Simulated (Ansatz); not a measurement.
```
CELL_PARAMETERS angstrom
3.14867 0.00000 0.00000
0.00000 3.14867 0.00000
0.00000 0.00000 3.14867
ATOMIC_POSITIONS crystal
W 0.00000 0.00000 0.00000
W 0.50000 0.50000 0.50000
```

Space group Im-3m; computed pressure about 6 GPa in this cell.

Method: Ansatz, DFT, PAW plane waves, r2SCAN.

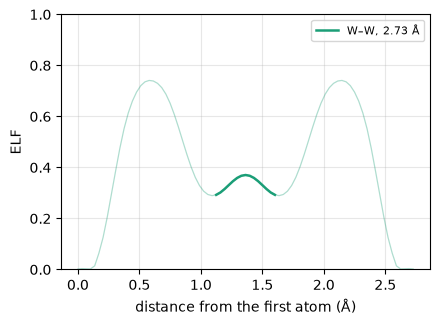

W. ELF along straight lines between neighbouring atoms. Thin, pale parts lie inside the atomic spheres.

Core electrons are frozen (PAW), and the valence fields are smoothed inside the atomic spheres.

What can be read from the curves?

W–W (2.73 Å): the ELF is about 0.35 at the midpoint.
